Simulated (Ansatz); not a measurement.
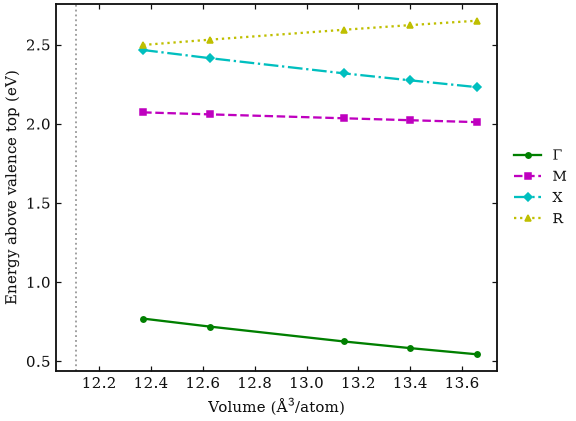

Lowest conduction level at each named k point, counted from the valence-band top at Γ. One run is left out (dotted line).

System: Cu2O, space group Pn-3m, 6 atoms in the cell. The cell is scaled at fixed shape and fractional positions. Ansatz; exchange-only PBE, Ansatz PAW, no spin polarisation, no spin-orbit coupling, 6×6×6 k mesh, 420 eV cutoff, Fermi-Dirac smearing of 0.05 eV.

| volume | Γ (eV) | M (eV) | X (eV) | R (eV) |
| --- | --- | --- | --- | --- |
| 12.37 Å³/atom | 0.77 | 2.07 | 2.47 | 2.50 |
| 12.63 Å³/atom | 0.72 | 2.06 | 2.41 | 2.53 |
| 13.14 Å³/atom | 0.62 | 2.03 | 2.32 | 2.59 |
| 13.40 Å³/atom | 0.58 | 2.02 | 2.27 | 2.62 |
| 13.66 Å³/atom | 0.54 | 2.01 | 2.23 | 2.65 |

**Estimate the values at 12.11 Å³/atom.**

Fits through the other points against the logarithm of the volume give 0.81 eV at Γ, 2.08 eV at M, 2.51 eV at X and 2.47 eV at R (straight lines). The run itself gives 0.82, 2.08, 2.52 and 2.46 eV, within 0.01 eV of the estimates.

**What are the deformation potentials dE/d ln V?**

Straight lines against ln V have slopes of −2.3 eV at Γ, −0.6 eV at M, −2.4 eV at X and +1.6 eV at R.

**Which of these conduction levels is lowest, and does that change?**

The lowest is the one at Γ, over the whole range, so among these points the gap stays direct.

The PAW data sets were made with another functional. LDA, GGA and most meta-GGA functionals understate gaps.
